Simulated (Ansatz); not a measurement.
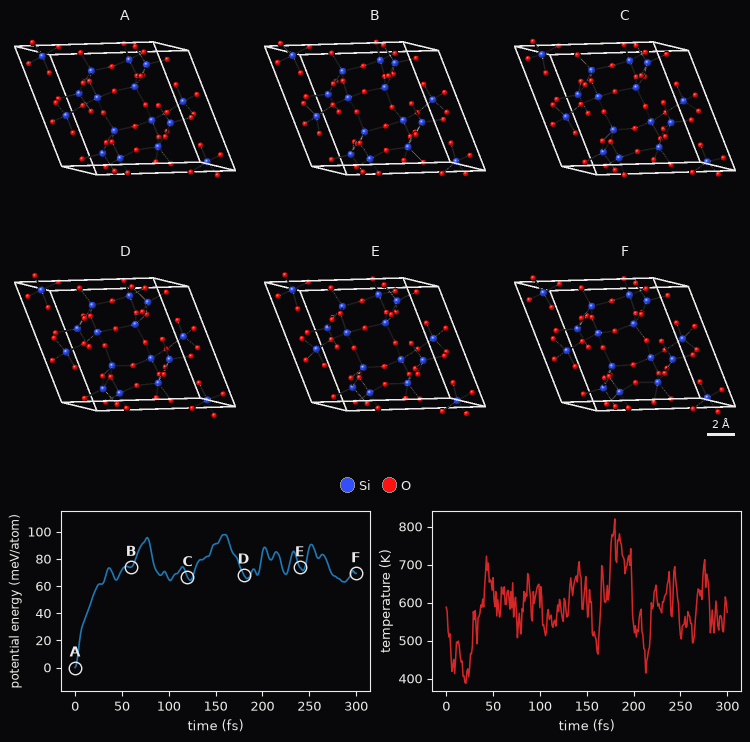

Molecular dynamics of SiO2 with an interstitial O (49 atoms in the cell), 300 fs long. Frames (A at 0 fs, B at 60 fs, C at 120 fs, D at 180 fs, E at 240 fs, F at 300 fs) and the history of the run. The picture is a ball-and-stick view of the simulation cell, seen from a free direction. Bonds to atoms that aren't drawn are left out.

Computed with DFT LDA, scalar-relativistic, plane waves, PAW (Ansatz 0.2.0). Settings: plane-wave cutoff 420 eV; k-point mesh 1 × 1 × 1; Fermi-Dirac smearing 0.05 eV; spin collinear; low-accuracy preset; Langevin thermostat (NVT); set temperature 600 K; time step 1 fs; friction 0.05 per fs.

What happens in this trajectory?

Answer. The mean temperature in the second half is 601 K (standard deviation 81 K). The potential energy in the second half lies on average 77.9 meV per atom above the first frame. Root-mean-square distances from the starting positions over the second half, with the common drift of all atoms taken out: O 0.24 Å, Si 0.15 Å. That is small against the typical shortest distance between atoms in the first frame, about 1.6 Å: the atoms vibrate about their sites and the arrangement holds.

Limits of the set-up: the program's low-accuracy preset was used; the periodic images lie only 7.9 Å apart, so the values are limited by the cell's size.

PAW datasets: the set soft_1.
